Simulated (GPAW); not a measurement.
The compound is TaN (space group P-6m2, No. 187), taken as an entry of the Crystallography Open Database, as set up for an electronic-structure calculation.

```
CELL_PARAMETERS angstrom
2.93800 0.00000 0.00000
-1.46900 2.54438 0.00000
0.00000 0.00000 2.88300
ATOMIC_POSITIONS crystal
Ta 0.00000 0.00000 0.50000
N 0.66667 0.33333 0.00000
```

Describe the stacking along c, with columns A (0, 0), B (1/3, 2/3), C (2/3, 1/3) of the hexagonal mesh.

N(C) – Ta(A) (two layers in 2.88 Å).

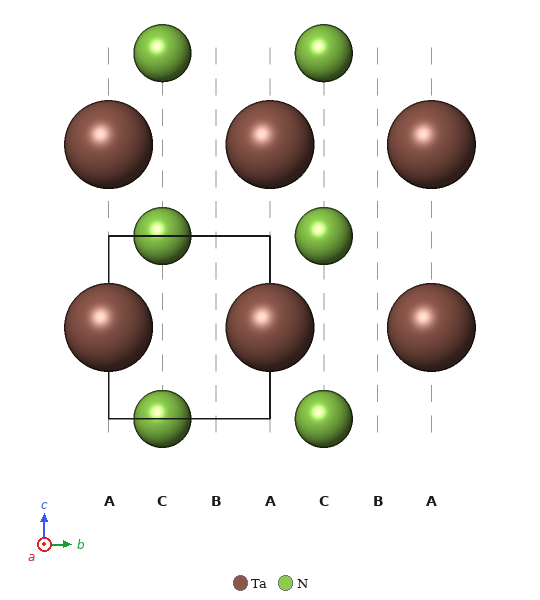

The picture looks along a close-packed row of the hexagonal mesh; c points upwards. The dashed lines mark the three columns A (0, 0), B (1/3, 2/3) and C (2/3, 1/3). The sequence starts with the first layer at or above the cell's origin.
